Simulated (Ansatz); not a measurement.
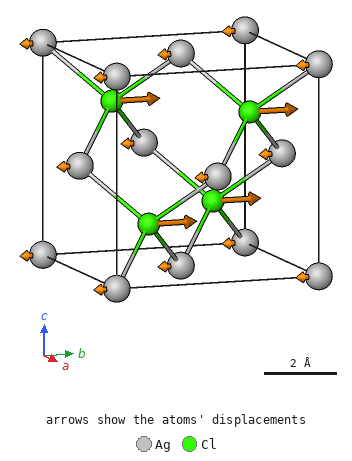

One vibrational mode of crystalline AgCl (a generated structure) at the zone centre. Displacements are drawn as orange arrows; their common scale and sign are arbitrary. Style: ball-and-stick. Shown: the conventional cell (4 times the calculation's cell), slightly off an axis. Lengths and directions refer to the drawn axes.

Theory: Ansatz 0.2.0, DFT PBE, scalar-relativistic, plane waves, PAW. Settings: plane-wave cutoff 420 eV; k-point mesh 8 × 8 × 8; occupations fixed; no spin polarisation.

Frequencies are those without the non-analytic (LO–TO) term.

> What mode is this, and where does it lie in the spectrum?

This is the T₂ mode (triply degenerate; one member of the set is drawn) at 119 cm⁻¹, the only optical level, infrared- and Raman-active by symmetry. The Cl sublattice moves against the Ag sublattice, along b; the kinetic energy is shared as Cl 75 %, Ag 25 %. Its infrared intensity is 4.2 (D/Å)²/amu for the set. The value is the transverse one; the longitudinal partner lies at 169 cm⁻¹.
